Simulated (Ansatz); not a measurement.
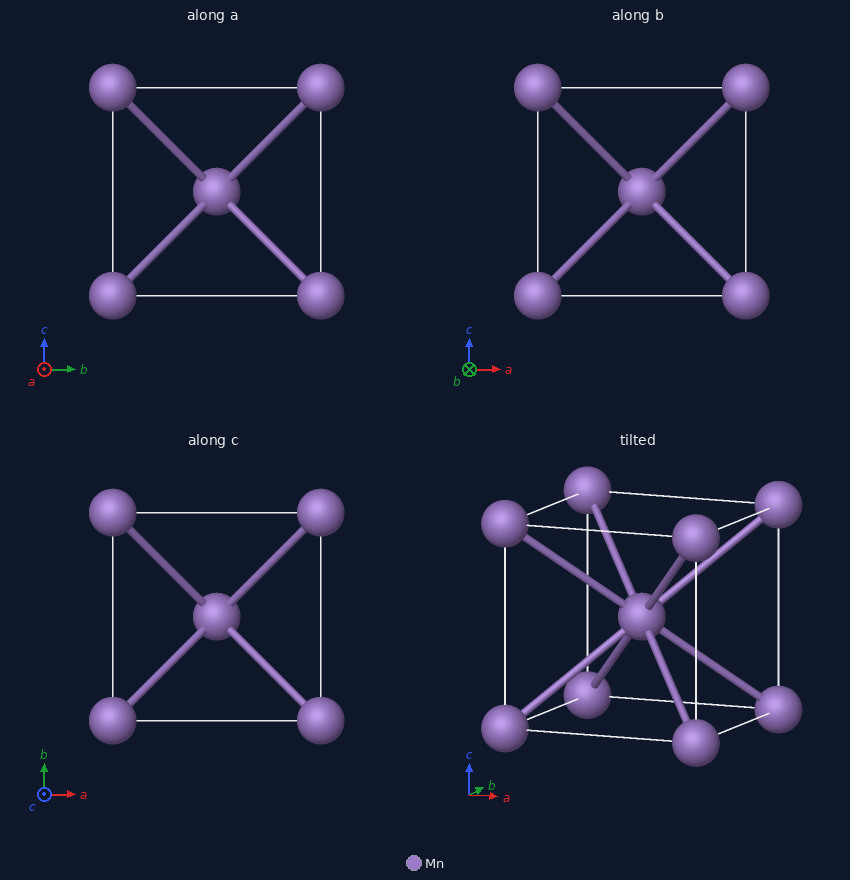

Shown here is a ball-and-stick view of the crystal, taken along the a axis, along the b axis, along the c axis and slightly off an axis. One conventional unit cell is framed, with atoms on its boundary repeated.

Lattice parameters: a = 2.829 Å, b = 2.829 Å, c = 2.829 Å, α = 90.00°, β = 90.00°, γ = 90.00°. Put a along x and b in the xy plane.

Record the structure as a POSCAR file.

```
Mn
1.0
     2.829    0.000    0.000
     0.000    2.829    0.000
     0.000    0.000    2.829
Mn
2
Direct
  0.0000 0.0000 0.0000
  0.5000 0.5000 0.5000
```

The structure was taken from a structure type filled with this element by a generator (whether the element takes this form wasn't checked). Earlier steps of the study may have refined or changed the cell and positions. It was the input of a calculation with Ansatz.

At this level of theory the cell isn't at rest (stretched, at -18 GPa), so its distances can differ from those at equilibrium, the more so the softer the solid.
